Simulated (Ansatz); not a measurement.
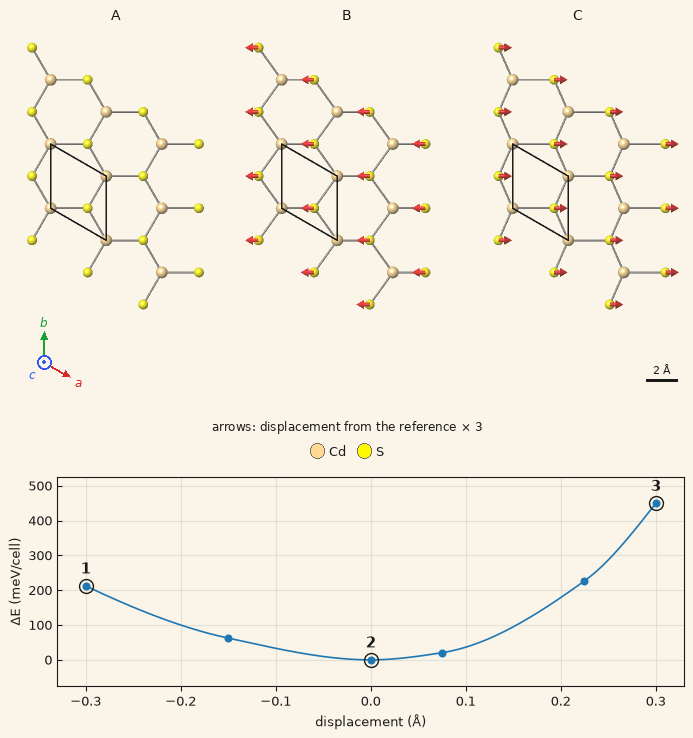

Energy scan for solid CdS (P3m1), in which the whole S sublattice is shifted rigidly, towards the nearest copy of atom 1 (Cd) at 2.461 Å, all else fixed. The frames are shuffled; the numbered points of the plot belong to them. Style: ball-and-stick. Shown: the cell of the calculation, repeated 2 × 2 × 1 with one cell outlined, along the c axis. Red arrows: displacements from the reference.

The calculation used DFT LDA, scalar-relativistic, plane waves, PAW in Ansatz. Set-up: plane-wave cutoff 420 eV; k-point mesh 9 × 9 × 6; occupations gaussian; smearing width 0.05 eV; no spin polarisation. Energies (free energies at the smearing named) are counted from the cell as listed in its source, which wasn't relaxed.

Which frame belongs to which numbered point?

Point 1 is frame C (the displacement −0.30 Å, 212 meV/cell); 2 is frame A (the displacement 0.00 Å, 0 meV/cell); 3 is frame B (the displacement 0.30 Å, 449 meV/cell). Of the computed points the lowest is at the displacement 0.00 Å, 0 meV/cell. The curvature at zero is about 7.1 eV/Å² per cell. The well is lopsided: at ±0.300 Å the energy is 2.1 times higher on the positive side. At the highest point the shortest interatomic distance is 2.16 Å, against 2.46 Å in the reference. The distortion takes the space group from P3m1 to Cm.
